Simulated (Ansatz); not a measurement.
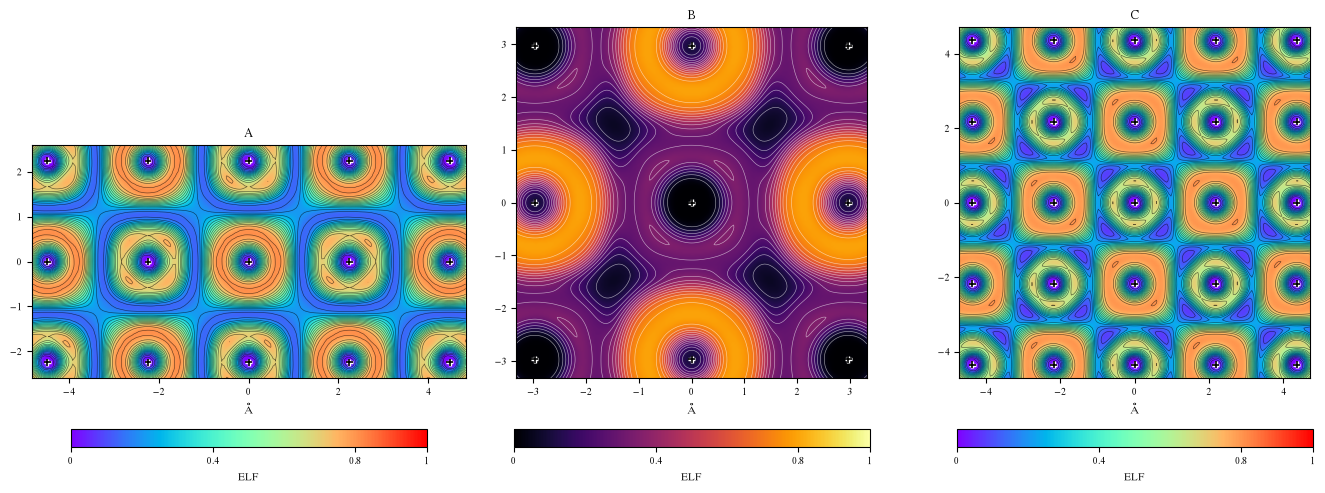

The ELF of 3 systems, each on a plane through atoms (crosses mark nuclei in the plane).

These are results of Ansatz, Kohn-Sham DFT of a periodic cell, PBE0, Ansatz PAW, not measurements.

System 1: SnSe, the (010) plane of the conventional cell. Space group Fm-3m.

```
Sn Se
1.0
     5.93864    0.00000    0.00000
     0.00000    5.93864    0.00000
     0.00000    0.00000    5.93864
Sn Se
4 4
Direct
  0.00000 0.00000 0.00000
  0.50000 0.50000 0.00000
  0.50000 0.00000 0.50000
  0.00000 0.50000 0.50000
  0.50000 0.00000 0.00000
  0.00000 0.50000 0.00000
  0.00000 0.00000 0.50000
  0.50000 0.50000 0.50000
```

System 2: TaN, the (100) plane of the conventional cell. Space group Fm-3m; a structure from a database of computed crystals, not necessarily the ambient phase; computed pressure about −21 GPa in this cell.

```xyz
8
Lattice="4.4808 0.0000 0.0000 0.0000 4.4808 0.0000 0.0000 0.0000 4.4808" Properties=species:S:1:pos:R:3 pbc="T T T"
Ta    2.2404    0.0000    0.0000
Ta    0.0000    2.2404    0.0000
Ta    0.0000    0.0000    2.2404
Ta    2.2404    2.2404    2.2404
N     0.0000    0.0000    0.0000
N     2.2404    2.2404    0.0000
N     2.2404    0.0000    2.2404
N     0.0000    2.2404    2.2404
```

System 3: TiC, the (010) plane of the conventional cell. Space group Fm-3m; a structure from a database of computed crystals, not necessarily the ambient phase; computed pressure about −10 GPa in this cell.

> Which map belongs to which system?

Panel A is system 2, TaN: the plane holds Ta and N. Ta–N (2.24 Å): the ELF peaks at about 0.80 in the valence shell of N, 0.7 Å from its nucleus, and is about 0.15 at the midpoint (no localised pair shows between them). Panel B is system 1, SnSe: the plane holds Sn and Se. Sn–Se (2.97 Å): the ELF is about 0.40 at the midpoint and 0.30 at its lowest between the atoms. Panel C is system 3, TiC: the plane holds Ti and C. Ti–C (2.18 Å): the ELF peaks at about 0.80 in the valence shell of C, 0.7 Å from its nucleus, and is about 0.30 at the midpoint.
